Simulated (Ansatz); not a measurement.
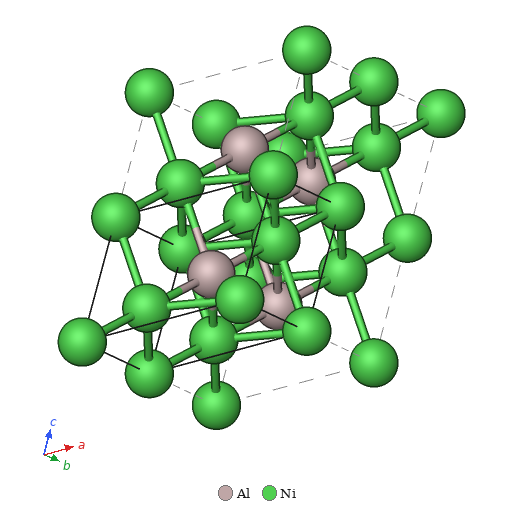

View from a general direction, drawn as a ball-and-stick model. A block of 1×2×2 cells is shown, with one simulation cell in solid outline.

Input file:
```yaml
crystal:
  lattice:
    - [0.0, 2.5777376547, 2.5777376547]
    - [2.5777376547, 0.0, 2.5777376547]
    - [2.5777376547, 2.5777376547, 0.0]
  atoms:
    - { symbol: Al, position: [0.5, 0.5, 0.5] }
    - { symbol: Ni, position: [0.25, 0.25, 0.25] }
    - { symbol: Ni, position: [0.0, 0.0, 0.0] }
    - { symbol: Ni, position: [0.75, 0.75, 0.75] }
basis:
  ecutwfc: 500
kpoints:
  mp_grid: { grid: [14, 14, 14] }
hamiltonian:
  xc: r2scan
scf:
  occupations: { method: gaussian, width: 0.15 }
output:
  forces: true
  stress: true
  eigenvalues: true
```
Run as:
```sh
ansatz run input.yaml --threads 2 --pin off --max-ram 5120MiB --backend cpu --events-out ev --progress --plain --runs-dir out
```

Run with DFT r2SCAN, scalar-relativistic, plane waves, PAW (Ansatz) and these settings: an energy cutoff of 500 eV, k-points on a 14×14×14 grid, Gaussian smearing of 0.15 eV, no spin polarisation (a spin-restricted run, not always the ground state).

Is it conducting or gapped at this level?

A metal: bands cross the Fermi level.

Give the pressure and its sign.

The computed pressure is 88.4 GPa (compressed: it would expand).

The cell started as a structure listed in the Materials Project. The cell was then strained or its atoms displaced on purpose. An electronic-structure calculation with Ansatz was run on it.

At this level of theory the run's own cell isn't at rest (compressed, at 88 GPa), so its distances can differ from those at equilibrium, the more so the softer the solid.
